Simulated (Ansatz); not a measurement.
# Single-point calculation, with input and output: MoTe$_{2}$ (part 1 of 2)

System: MoTe$_{2}$ (P6₃/mmc, 24 atoms in the cell).
Method: DFT PBE, scalar-relativistic, plane waves, PAW, no spin polarisation (Ansatz 0.2.0).

The structure derives from a Materials Project entry. It belongs to a series of runs on one base structure; here: the perfect crystal in a cell of 24 atoms. Figures and captions count atoms from 1; the log counts them from 0 in places.

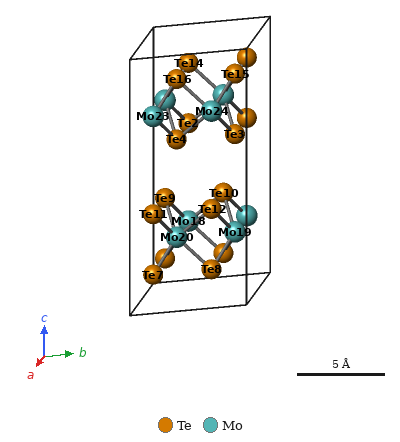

Fig. 1: The input geometry (ball-and-stick view of the cell of the calculation, seen slightly off an axis; atoms are numbered from 1 in the order of the input). An atom can appear more than once, as a periodic image. Near neighbours in the periodic cell (some may lie outside the picture): Te has 3 Mo at 2.74 Å; Mo has 6 Te at 2.74 Å.

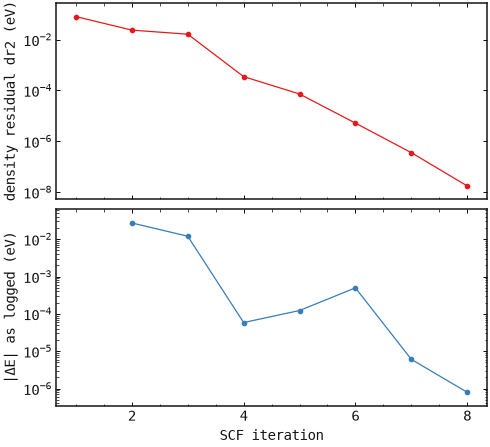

Fig. 2: Convergence of the self-consistent field: density residual dr2 and size of the energy change against the SCF iteration. The residual falls at every step.

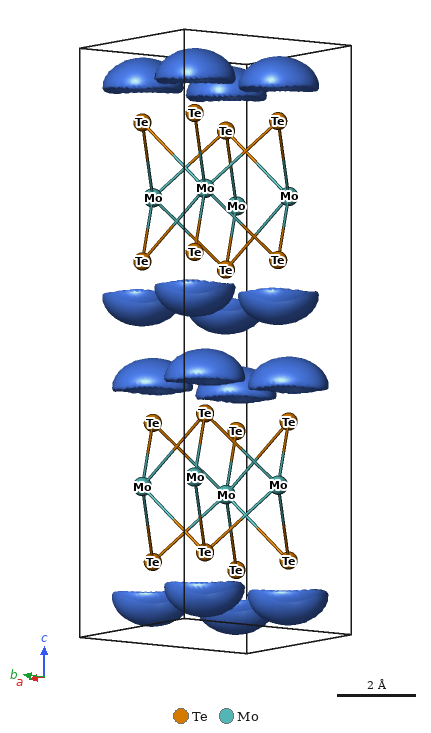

Fig. 3: Isosurface of the ELF at 0.7 (blue), seen at an oblique angle. Core shells and regions of very low density are left out. Sticks mark near contacts. The outline is the calculation cell. Along the contacts the grid gives the following. Te–Mo (2.74 Å): the ELF is about 0.55 at the midpoint. Core electrons are frozen (PAW), so the fields are smoothed inside the atomic spheres.

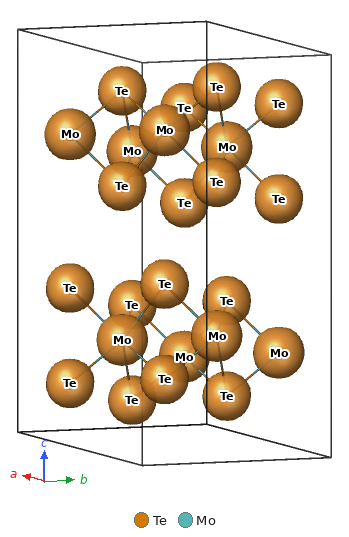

Fig. 4: Isosurface of the valence electron density at 0.8 e/Å³ (orange), seen at an oblique angle. Sticks mark near contacts. The outline is the calculation cell. At this value the density breaks into separate islands; it holds about 70 % of the electrons treated as valence (semicore included). It is pinched off along the Te–Mo (2.74 Å) contacts. On the grid the lowest density along these lines, outside the cores, is 0.44 e/Å³ (Te–Mo, 2.74 Å).

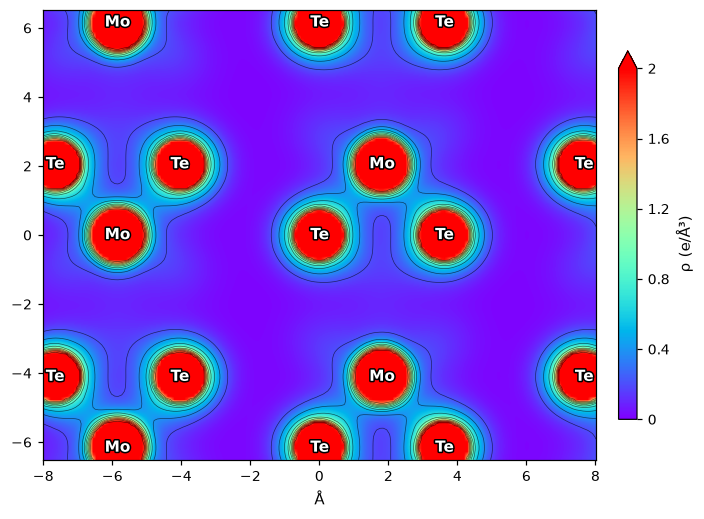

Fig. 5: Valence electron density on the (110) plane of the calculation cell. Te–Mo (2.74 Å): ρ is about 0.44 e/Å³ halfway. Away from the nuclei the density in this plane falls to 0.009 e/Å³ at its lowest.

The input and output of the run follow.

Input file
```yaml
crystal:
  lattice:
    - [-3.5566632816, -6.1603215093, 0.0]
    - [7.1133265633, 1.0e-10, 0.0]
    - [0.0, 0.0, 15.3316105713]
  atoms:
    - { symbol: Te, position: [0.1666666667, 0.8333333333, 0.6320701713] }
    - { symbol: Te, position: [0.1666666667, 0.3333333333, 0.6320701713] }
    - { symbol: Te, position: [0.6666666667, 0.8333333333, 0.6320701713] }
    - { symbol: Te, position: [0.6666666667, 0.3333333333, 0.6320701713] }
    - { symbol: Te, position: [0.3333333333, 0.1666666667, 0.1320701713] }
    - { symbol: Te, position: [0.3333333333, 0.6666666667, 0.1320701713] }
    - { symbol: Te, position: [0.8333333333, 0.1666666667, 0.1320701713] }
    - { symbol: Te, position: [0.8333333333, 0.6666666667, 0.1320701713] }
    - { symbol: Te, position: [0.3333333333, 0.1666666667, 0.3679298287] }
    - { symbol: Te, position: [0.3333333333, 0.6666666667, 0.3679298287] }
    - { symbol: Te, position: [0.8333333333, 0.1666666667, 0.3679298287] }
    - { symbol: Te, position: [0.8333333333, 0.6666666667, 0.3679298287] }
    - { symbol: Te, position: [0.1666666667, 0.8333333333, 0.8679298287] }
    - { symbol: Te, position: [0.1666666667, 0.3333333333, 0.8679298287] }
    - { symbol: Te, position: [0.6666666667, 0.8333333333, 0.8679298287] }
    - { symbol: Te, position: [0.6666666667, 0.3333333333, 0.8679298287] }
    - { symbol: Mo, position: [0.1666666667, 0.8333333333, 0.25] }
    - { symbol: Mo, position: [0.1666666667, 0.3333333333, 0.25] }
    - { symbol: Mo, position: [0.6666666667, 0.8333333333, 0.25] }
    - { symbol: Mo, position: [0.6666666667, 0.3333333333, 0.25] }
    - { symbol: Mo, position: [0.3333333333, 0.1666666667, 0.75] }
    - { symbol: Mo, position: [0.3333333333, 0.6666666667, 0.75] }
    - { symbol: Mo, position: [0.8333333333, 0.1666666667, 0.75] }
    - { symbol: Mo, position: [0.8333333333, 0.6666666667, 0.75] }
basis:
  ecutwfc: 420
  xc_grid: 2
kpoints:
  mp_grid: { grid: [2, 2, 2], shift: [0.0, 0.0, 0.0] }
hamiltonian:
  xc: pbe
scf:
  occupations: { method: gaussian, width: 0.01 }
output:
  forces: true
  stress: true
  eigenvalues: true
  write_density: true
  write_potential: true
  elf: true
  volumetric_format: npy
```

Launch command:
```bash
ansatz run input.yaml --threads 4 --pin off --max-ram 10240MiB --backend cpu --events-out ev --progress --plain --runs-dir out
```

Log
```
Engine: ansatz 0.2.0, x86_64-unknown-linux-gnu
Pseudopotentials: kind: paw
Pseudopotential: Te, paw, valence charge 16, recommended cutoff 420 eV (normal), Te.paw.azcp
Pseudopotential: Mo, paw, valence charge 14, recommended cutoff 420 eV (normal), Mo.paw.azcp
Functional definition: PBE
  parameter kappa = 0.804
  parameter beta = 0.06672455060314922
  exchange = pbe_x(kappa = kappa, mu = beta*pi^2/3)
  correlation = pbe_c(beta = beta)
Crystal: 24 atoms, lattice volume = 671.837 Å³
Basis set: ecut = 420 eV, 13065 PW (Γ), exchange–correlation on 96×96×216 points (8 copies of the dense FFT grid, shifted against one another)
Bands: 221, of which v1, the nominal top of the filled ones, is band 184 counted from 1 (183 counted from 0)
Symmetry: 96 space group operations
Space group: P63/mmc (ITA 194), of the structure as read, at distance tolerance 8.8e-5 Å
k-points: 4 of 8
Non-local potential: Te, projectors of the file, l = 0: 2, l = 1: 2, l = 2: 2, l = 3: 2
Non-local potential: Mo, projectors of the file, l = 0: 3, l = 1: 2, l = 2: 2, l = 3: 1
PAW form: soft (Blöchl's): semilocal exchange-correlation on the pseudo side does not see the compensation charge
PAW one-centre angular grid: Te, 590 points (default); XC on 64 Gauss nodes
PAW one-centre angular grid: Mo, 590 points (default); XC on 64 Gauss nodes
Initial density: superposition of atomic densities (neutral atoms: chi_scale 0, normalization atom), corrected by the library's trained network
Initial wavefunctions: pseudopotential atomic-orbital guess
Functional: x = pbe(κ = 0.804, μ = 0.2195149727645171), c = pbe(β = 0.06672455060314922)
SCF iter   1: F=—  HF=-151334.291289 eV  |F-HF|=—  |Δ(HF+E_count)|=         —  Δρ=4.30e-3  dr2=8.08e-2  ethr=1.77e-3  ⟨swp⟩=6.0  Hψ=3205  notcnv=0  defer=1
preconditioner: auto → Resta (q_TF=auto, 2.468 Å⁻¹)  ε∞=7.0  [insulator: Δε(μ)=1.325 eV  Ē_g=7.046 eV  σ=0.010 eV  W_gap=1.00  n_scr=174 (ndim 8)  ℏωp=17.2 eV  f_vac=0.113  D(μ)=0.00/eV (n_scr^D=0)  ε∞_Penn≈7.0]
SCF iter   2: F=—  HF=-151334.318479 eV  |F-HF|=—  |Δ(HF+E_count)|=   2.72e-2  Δρ=2.50e-3  dr2=2.37e-2  ethr=2.20e-5  ⟨swp⟩=2.5  Hψ=1341  notcnv=0  defer=114
SCF iter   3: F=—  HF=-151334.330504 eV  |F-HF|=—  |Δ(HF+E_count)|=   1.20e-2  Δρ=1.13e-3  dr2=1.64e-2  ethr=6.44e-6  ⟨swp⟩=2.0  Hψ=1089  notcnv=0  defer=114
SCF iter   4: F=—  HF=-151334.330563 eV  |F-HF|=—  |Δ(HF+E_count)|=   5.86e-5  Δρ=1.93e-4  dr2=3.51e-4  ethr=4.46e-6  ⟨swp⟩=2.0  Hψ=1022  notcnv=0  defer=114
SCF iter   5: F=—  HF=-151334.330686 eV  |F-HF|=—  |Δ(HF+E_count)|=   1.23e-4  Δρ=6.33e-5  dr2=7.25e-5  ethr=9.54e-8  ⟨swp⟩=2.0  Hψ=1056  notcnv=0  defer=114
SCF iter   6: F=—  HF=-151334.331184 eV  |F-HF|=—  |Δ(HF+E_count)|=   4.98e-4  Δρ=2.05e-5  dr2=5.19e-6  ethr=1.97e-8  ⟨swp⟩=2.0  Hψ=1044  notcnv=0  defer=114
SCF iter   7: F=—  HF=-151334.331190 eV  |F-HF|=—  |Δ(HF+E_count)|=   6.08e-6  Δρ=5.77e-6  dr2=3.57e-7  ethr=1.41e-9  ⟨swp⟩=2.0  Hψ=1058  notcnv=0  defer=114
SCF iter   8: F=-151334.331191 eV  HF=-151334.331191 eV  |F-HF|=5.32e-8  |Δ(HF+E_count)|=   7.96e-7  Δρ=1.44e-6  dr2=1.75e-8  ethr=2.72e-11  ⟨swp⟩=16.0  Hψ=6495  notcnv=0
SCF 1 converged in 8 iterations: F = -151334.331191 eV  dr2 = 1.75e-8
  greatest PAW one-centre occupation: 0.998 electrons in one spin orbital (limit 2), on the Mo atom at site 23 (counted from 0), in its partial waves of l = 0
SCF converged after 8 iterations
Free energy (F): -151334.331191 eV
Harris-Foulkes:  -151334.331191 eV  (|F-HF|=5.32e-8)
Internal energy: -151334.331191 eV  (E = F + TS)
E sigma→0 (E₀):  -151334.331191 eV
Fermi energy:    11.021716 eV
--- Per-component energies (eV) ---
  E_band       = -5245.090509
  E_kinetic    = 6421.453456
  E_local      = -37029.012529  (includes V_loc(G=0)·N_el)
  E_nonlocal   = -3811.534303
  E_hartree    = 19956.513662
  E_xc         = -3456.236407
  E_vxc        = -3498.204902  (∫ρ·V_xc dr)
  E_paw        = -100214.948118  (= ΣΔE_a)
  E_vpaw       = -7240.803652  (= ΣTr[D̂ρ^β])
  E_aug_tail   = -0.002708  (compensation charges beyond the density's cutoff)
  E_ewald      = -33200.564243
  E_smearing   = -0.000000  (= −TS)
  E_closure    = -0.000000  (closes the sum)
  Σ components = -151334.331191   (vs F -151334.331191, Δ=0.00e0)
--- Forces (eV/Å), atoms counted from 1 ---
  atom   1  Te    -0.00000000    -0.00000000    -0.00956238
  atom   2  Te    -0.00000000    -0.00000000    -0.00956238
  atom   3  Te    -0.00000000    -0.00000000    -0.00956238
  atom   4  Te    -0.00000000     0.00000000    -0.00956238
  atom   5  Te     0.00000000    -0.00000000    -0.00956238
  atom   6  Te     0.00000000     0.00000000    -0.00956238
  atom   7  Te     0.00000000     0.00000000    -0.00956238
  atom   8  Te     0.00000000     0.00000000    -0.00956238
  atom   9  Te     0.00000000     0.00000000     0.00956238
  atom  10  Te     0.00000000     0.00000000     0.00956238
  atom  11  Te     0.00000000     0.00000000     0.00956238
  atom  12  Te     0.00000000     0.00000000     0.00956238
  atom  13  Te    -0.00000000    -0.00000000     0.00956238
  atom  14  Te    -0.00000000    -0.00000000     0.00956238
  atom  15  Te    -0.00000000    -0.00000000     0.00956238
  atom  16  Te    -0.00000000    -0.00000000     0.00956238
  atom  17  Mo     0.00000000    -0.00000000     0.00000000
  atom  18  Mo     0.00000000    -0.00000000    -0.00000000
  atom  19  Mo     0.00000000    -0.00000000    -0.00000000
  atom  20  Mo     0.00000000    -0.00000000     0.00000000
  atom  21  Mo    -0.00000000     0.00000000    -0.00000000
  atom  22  Mo    -0.00000000     0.00000000     0.00000000
  atom  23  Mo    -0.00000000     0.00000000     0.00000000
  atom  24  Mo    -0.00000000     0.00000000     0.00000000
  max |Σ_I F_I| component: 3.69e-17 eV/Å
--- Stress (GPa, compression-positive) ---
       -0.156936      -0.000000       0.000000
       -0.000000      -0.156936       0.000000
        0.000000      -0.000000      -0.022535
  P = ⅓ Tr σ = -0.1121 GPa (-1.121 kbar)
--- Band table (eV) ---
```
